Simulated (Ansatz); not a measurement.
Geometry optimisation.

Program: Ansatz.

```
crystal:
  lattice:
    - [3.87781268, 0.0, 0.0]
    - [-1.93890634, 3.358284292, 0.0]
    - [0.0, 0.0, 6.068905516]
  atoms:
    - { symbol: Mo, position: [0.0, 0.0, 0.0] }
    - { symbol: S, position: [0.3333333333, 0.6666666667, 0.2596354077] }
    - { symbol: S, position: [0.6666666667, 0.3333333333, 0.7403645923] }
kpoints:
  mp_grid: { grid: [12, 12, 4] }
hamiltonian:
  xc: pbe
  dispersion: d3bj
scf:
  occupations: { method: fermi_dirac, width: 0.02 }
relax:
  f_tol: 0.005
  cell: {}
```

Command:
```bash
ansatz run input.yaml --threads 2 --pin off --max-ram 2211MiB --backend cpu --events-out ev --progress --plain --runs-dir out
```

How does the optimisation go?

Answer. The optimisation met its thresholds at geometry 8, counting the start as the first. The energy fell by about 960 meV/atom from the first step to the last. The largest force component goes from about 2.4 eV/Å at the start to 1.7 × 10⁻³ eV/Å at the end. The volume shrinks from 26.3 to 16.9 Å³ per atom (−36 %), overshooting to 16.1 at step 5.

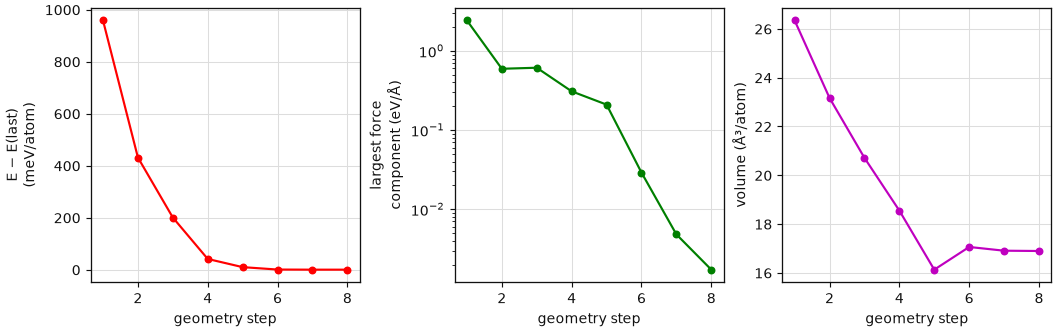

History of the run, step by step. Atoms and cell relax. A closing SCF on a freshly chosen basis isn't drawn.
